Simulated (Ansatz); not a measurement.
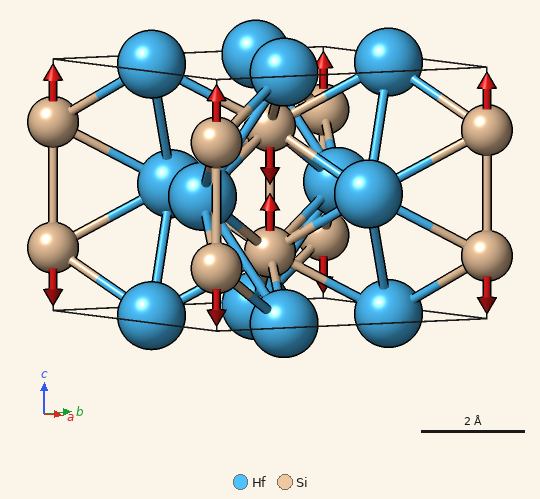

Normal modes of solid Hf₂Si relaxed at 25 GPa, space group I4/mcm (No. 140), at the zone centre. The optical levels lie at 130 (×2), 131 (×2), 150, 159, 167, 180, 183, 315, 409 (×2), 415 (×2), 447 cm⁻¹. One mode is drawn. The red arrows give the relative displacements of the atoms. Style: ball-and-stick. Shown: the conventional cell (2 times the calculation's cell), from a free direction. Lengths and directions refer to the drawn axes.

Computed with DFT LDA, scalar-relativistic, plane waves, PAW in Ansatz. Settings: plane-wave cutoff 420 eV; k-point mesh 10 × 10 × 10; occupations fermi dirac; smearing width 0.15 eV; target pressure 25 GPa; no spin polarisation.

The frequencies depend somewhat on the k-mesh and the smearing.

Question: To which level does it belong?

Answer: The level at 447 cm⁻¹. This is the A₂g mode, the highest optical level, silent by symmetry (neither infrared- nor Raman-active). Atoms of one kind move against one another, with no net shift of any sublattice; it stretches the shortest Si–Si bonds (2.46 Å); the kinetic energy is shared as Si 93 %, Hf 7 %.
